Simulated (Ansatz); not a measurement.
System: Ge12H5 (slab).

```
Ge H
1.0
     8.14757    0.00000    0.00000
     0.00000    8.14757    0.00000
     0.00000    0.00000   26.53193
Ge H
24 10
Direct
  0.00006 0.07874 0.57881
  0.00002 0.37582 0.54621
  0.50003 0.12416 0.54619
  0.50001 0.42122 0.57878
  0.23350 0.01075 0.51707
  0.26652 0.48923 0.51707
  0.76657 0.01074 0.51708
  0.73350 0.48923 0.51707
  0.24999 0.24998 0.45633
  0.25000 0.74999 0.46574
  0.75001 0.24998 0.45633
  0.75001 0.75000 0.46574
  0.00000 0.24523 0.40329
  0.00001 0.74593 0.41002
  0.50000 0.25475 0.40330
  0.50001 0.75406 0.41002
  0.00000 0.99214 0.35262
  0.00000 0.50069 0.35274
  0.50000 0.99930 0.35274
  0.50000 0.50784 0.35262
  0.25000 0.00000 0.30003
  0.25000 0.50000 0.30003
  0.75000 0.00000 0.30003
  0.75000 0.50000 0.30003
  0.25000 0.15088 0.26383
  0.25000 0.84912 0.26383
  0.25000 0.65088 0.26383
  0.25000 0.34912 0.26383
  0.75000 0.15088 0.26383
  0.75000 0.84912 0.26383
  0.75000 0.65088 0.26383
  0.75000 0.34912 0.26383
  0.20391 0.04719 0.76289
  0.29557 0.04720 0.76014
```

Method: DFT LDA, scalar-relativistic, plane waves, PAW (Ansatz).

### What can the converged valence pseudo-density and electron localisation function tell about the bonding?

Ge–H (1.56 Å): ρ is about 1 e/Å³ halfway; the ELF climbs to about 1 towards the hydrogen.
Ge–Ge (2.53 Å): the density is about 0.43 e/Å³ at the midpoint; the ELF peaks at about 0.70 between the atoms.

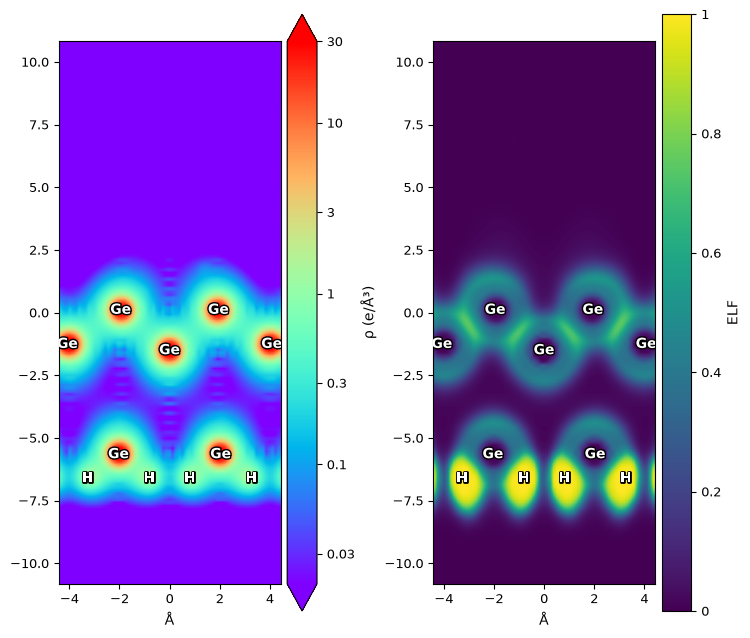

Computed valence pseudo-density and electron localisation function on the (100) plane of the calculation cell, a cut from vacuum to vacuum, in this order. 

Core electrons are frozen (PAW), and the valence fields are smoothed inside the atomic spheres.
